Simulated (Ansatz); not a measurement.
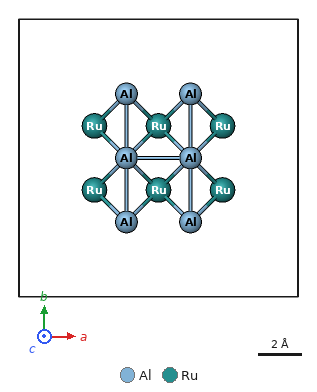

A wire of composition AlRu, before the relaxation. A ball-and-stick model of the 2 repeat of the cell, with the vacuum cut short, seen along the c axis.

Case: wire along [0 0 1], 12 atoms a period.

Method: DFT PBE, scalar-relativistic, plane waves, PAW in Ansatz 0.2.0.

Input
```yaml
crystal:
  lattice:
    - [15.0, 0.0, 0.0]
    - [0.0, 15.3, 0.0]
    - [0.0, 0.0, 3.0040847247]
  atoms:
    - { symbol: Al, position: [0.3998638425, 0.3036545932, 0.0] }
    - { symbol: Al, position: [0.3998638425, 0.5, 0.0] }
    - { symbol: Al, position: [0.3998638425, 0.6963454068, 0.0] }
    - { symbol: Al, position: [0.6001361575, 0.3036545932, 0.0] }
    - { symbol: Al, position: [0.6001361575, 0.5, 0.0] }
    - { symbol: Al, position: [0.6001361575, 0.6963454068, 0.0] }
    - { symbol: Ru, position: [0.299727685, 0.4018272966, 0.5] }
    - { symbol: Ru, position: [0.299727685, 0.5981727034, 0.5] }
    - { symbol: Ru, position: [0.5, 0.4018272966, 0.5] }
    - { symbol: Ru, position: [0.5, 0.5981727034, 0.5] }
    - { symbol: Ru, position: [0.700272315, 0.4018272966, 0.5] }
    - { symbol: Ru, position: [0.700272315, 0.5981727034, 0.5] }
basis:
  ecutwfc: 420
kpoints:
  mp_grid: { grid: [1, 1, 18] }
hamiltonian:
  xc: pbe
scf:
  occupations: { method: gaussian, width: 0.05 }
output:
  forces: true
  stress: true
  eigenvalues: true
  populations: true
  write_density: true
  write_potential: true
  elf: true
  volumetric_format: npy
relax:
  adjacent_minimum: "off"
  f_tol: 0.02
  max_steps: 45
  cell: { fix: [a, b, alpha, beta, gamma], stress_tol: 0.03 }
```

Command:
```bash
ansatz run input.yaml --threads 4 --pin off --max-ram 11264MiB --backend cpu --events-out ev --progress --plain --runs-dir out
```

**Predict the outcome.**

The largest moves relative to the centre of the atoms, 0.27 Å, are those of Al1, Al3, Al4 and Al6. Largest moves by element: Al 0.27 Å, Ru 0.25 Å. Along the periodic axis the drawn cell goes c 6.008 → 5.789 Å (−3.6 %). Among the contacts that change: Ru11–Ru12 3.004 → 2.514 Å, Al2–Al5 3.004 → 2.695 Å, Al1–Al2 3.004 → 2.824 Å, Ru10–Ru10 3.004 → 2.895 Å. Among the angles between lasting bonds that change: Al5–Ru12–Al6 109.5° → 106.3°, Al5–Ru12–Al6 70.5° → 67.9°. After 6 accepted moves (7 points after the start) the energy has fallen by 1.391 eV per cell of the calculation. The largest force component goes from 1.3 to 0.013 eV/Å. At 1 point the geometry stayed and the basis and grid were re-selected for the new cell (energy shift of 2.4 meV per cell of the calculation at most each time).

Step by step:

```
step  E − E(0), meV/atom  largest force component, eV/Å                      note
   0                0.00                         1.2692                          
   1              -97.36                         0.7819                          
   2             -111.18                         0.3592                          
   3             -112.00                         0.2824                          
   4             -115.84                         0.0883                          
   5             -116.05                         0.0413                          
   6             -116.09                         0.0129                          
   7             -115.89                         0.0128  same geometry, new basis
```

After the run, drawn alike:

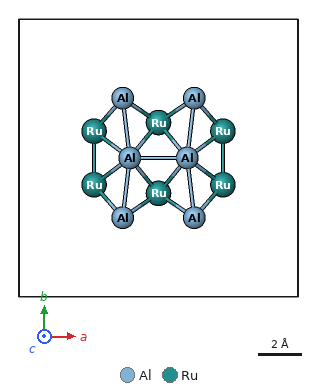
